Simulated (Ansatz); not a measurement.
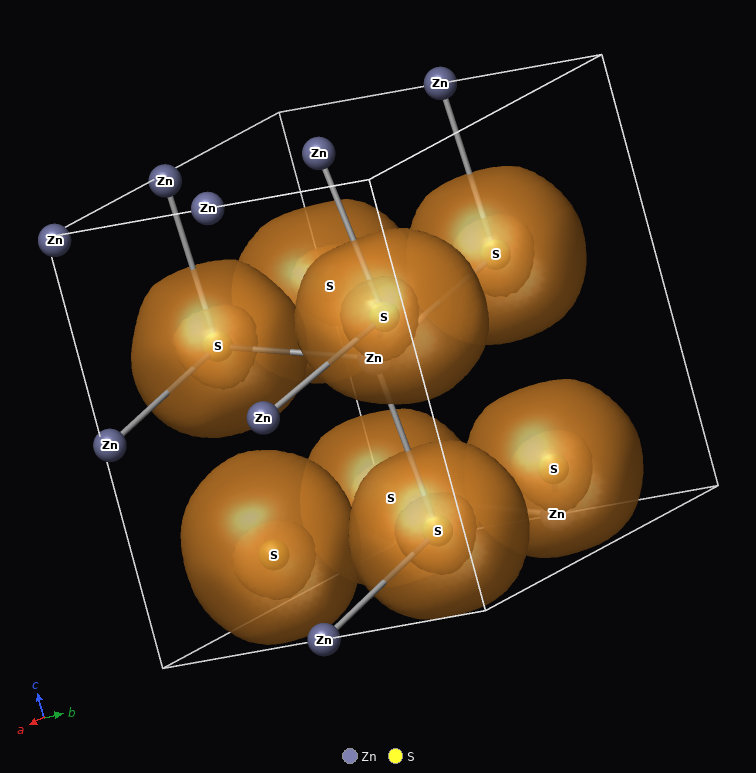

The picture shows: Zn7S8 (cell charge −2, with a compensating background) (cell with a defect). Isosurface of the ELF at 0.7 (orange), seen slightly off an axis. Only the valence region is drawn (cores and ρ < 0.01 e/Å³ removed). Sticks mark near contacts.

Method: DFT PBE, scalar-relativistic, plane waves, PAW in Ansatz.

Core electrons are frozen (PAW), and the valence fields are smoothed inside the atomic spheres.

### What do the ELF domains correspond to?

At this value the surface marks out eight regions wrapped around S (the valence shell of each), counted in one cell of 15 atoms. Any copies at cell faces, edges or corners count once.

Values along the shortest contacts:
Zn–S (2.31 Å): the ELF peaks at about 0.85 in the valence shell of S, 0.8 Å from its nucleus, and is about 0.60 at the midpoint. Zn–S (2.37 Å): the ELF peaks at about 0.90 in the valence shell of S, 0.8 Å from its nucleus, and is about 0.55 at the midpoint.
